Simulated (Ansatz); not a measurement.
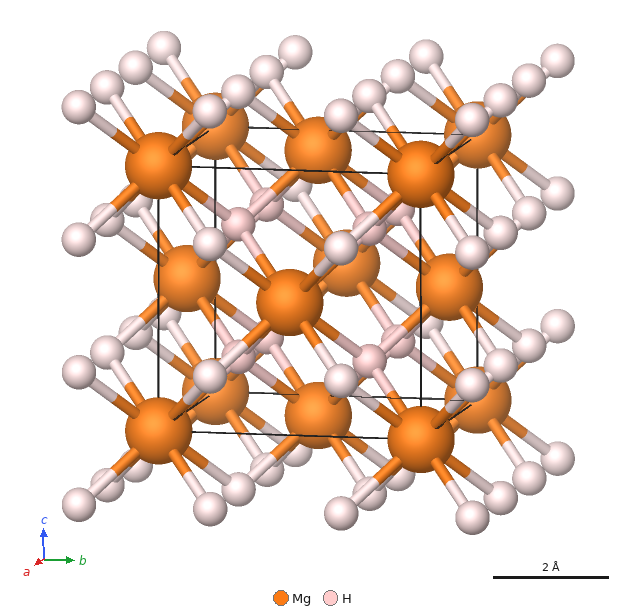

The figure gives a ball-and-stick picture of the atoms, viewed slightly off an axis. The drawn cell (a repeat of the simulation cell) is outlined; an atom on or near a face, edge or corner is repeated at each equivalent position. Outside the box, the atoms bonded to those within are drawn, in fainter colours.

What can be read from this drawing?

The structure is one of MgH$_{2}$. Strictly the space group is C2/m (No. 12, within 0.01 Å). It is a distorted form of a face-centred cubic structure, space group Fm-3m (No. 225) within 0.25 Å: fluorite (CaF₂ type). The cell holds 12 atoms (4 Mg, 8 H), Z = 4. The Mg atoms are each bonded to eight H in a cubic arrangement at about 2.0 Å. The neighbours of H are four Mg in a tetrahedral arrangement at about 2.0 Å. The bonds build a three-dimensional framework.

Origin of the cell: a structure listed in the Materials Project. The geometry was optimised with DFT PBE+D3(BJ), scalar-relativistic, plane waves, PAW (Ansatz 0.2.0).
